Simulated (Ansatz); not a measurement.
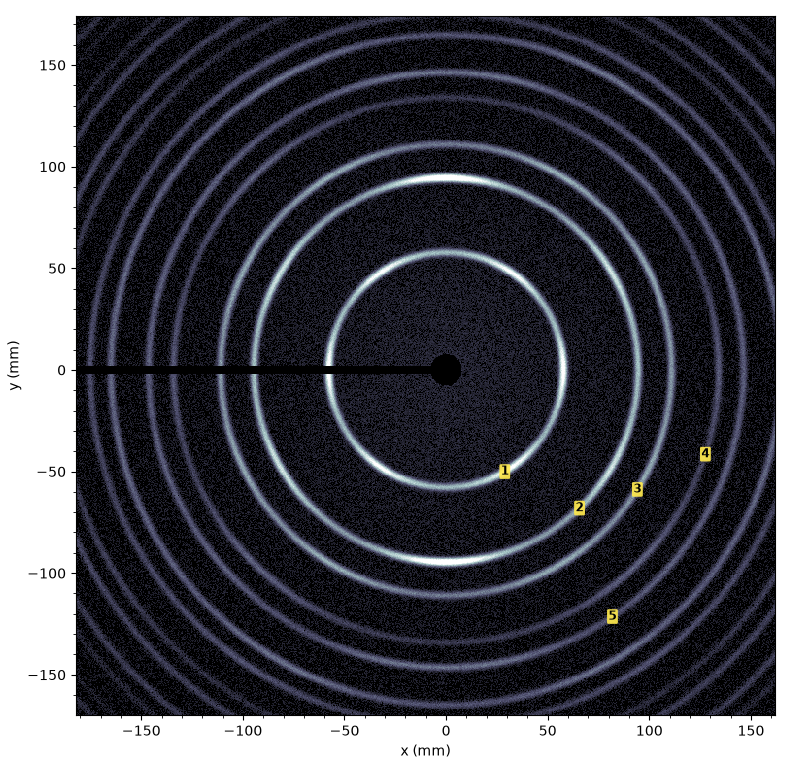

Simulated X-ray powder rings on a flat area detector normal to the beam: λ = 0.1665 Å, sample-to-detector distance 970 mm, axes in mm from the beam centre, for a sample with fibre texture (March–Dollase model, fibre axis vertical in the picture). Kinematic intensities with B = 0.8 Å² for all atoms, without absorption; brightness goes as intensity to the power 0.4, clipped at the top, with counting noise. Reflections closer than the ring width show as one ring.

The sample is Co, space group Fd-3m, a = 4.850 Å, b = 4.850 Å, c = 4.850 Å, α = 90.00°, β = 90.00°, γ = 90.00°. Structure used: coordinates from a relaxation with DFT, PBEsol, plane waves (420 eV) with PAW, scalar-relativistic in Ansatz 0.2.0; the starting structure was generated, so it need not be a known form of this composition.

Give radius, d-spacing and indices of the numbered rings.

```tsv
ring	radius	2θ (°)	d (Å)	hkl
1	57.7 mm	3.41	2.80	111
2	94.5 mm	5.57	1.715	220
3	111.0 mm	6.53	1.462	311
4	134.1 mm	7.87	1.213	400
5	146.4 mm	8.58	1.113	331
```

Which lattice planes lie preferentially normal to the fibre axis?

The (2 2 0) planes: ring 2 is concentrated at the top and bottom of the pattern (March parameter 0.35).
